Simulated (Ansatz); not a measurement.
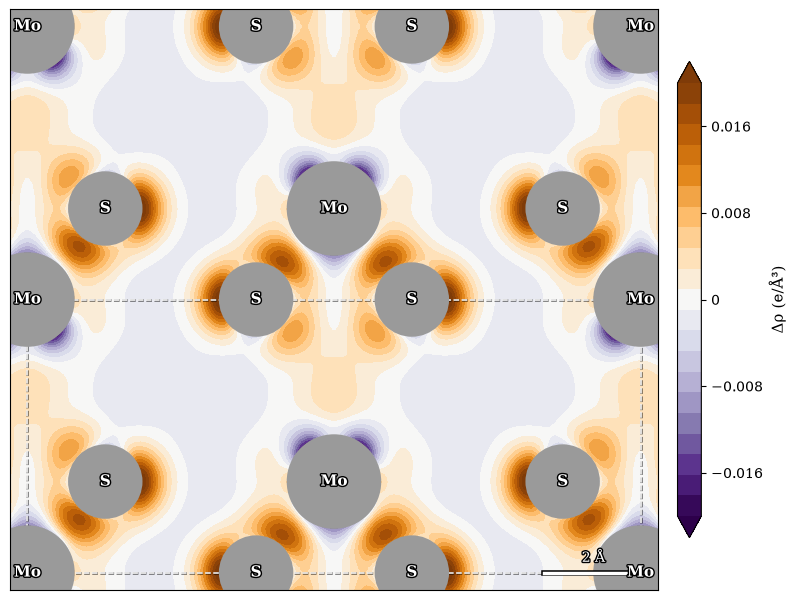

MoS₂: difference of two self-consistent densities at the same geometry, ρ(HSE06) − ρ(PBEsol), on the (110) plane of the conventional cell. Grey discs cover the cores, where the PAW densities can't be compared. Cores are masked to 1.0 Å (Mo) and 0.7 Å (S).

Space group P6_3/mmc; not relaxed (largest force 0.3 eV/Å).

Both runs: Ansatz, scalar-relativistic, plane waves and PAW, same cutoff, k-points and PAW files (made with PBE).

```
CELL_PARAMETERS angstrom
3.16900 0.00000 0.00000
-1.58450 2.74443 0.00000
0.00000 0.00000 12.32400
ATOMIC_POSITIONS crystal
Mo 0.33333 0.66667 0.25000
Mo 0.66667 0.33333 0.75000
S 0.33333 0.66667 0.62300
S 0.66667 0.33333 0.12300
S 0.33333 0.66667 0.87700
S 0.66667 0.33333 0.37700
```

**How does the change of level move the electrons?**

Against PBEsol, and outside the masked cores, the largest gain lies at the edge of the masked core of S, and the largest loss lies at the edge of the masked core of Mo. Bader charges are Mo +1.19 and S −0.60 e with PBEsol and Mo +1.31 and S −0.65 e with HSE06. At this volume the pressure is −3 GPa with PBEsol and roughly −3 GPa with HSE06. The gap on the mesh is 0.92 eV with PBEsol and 1.51 eV with HSE06.
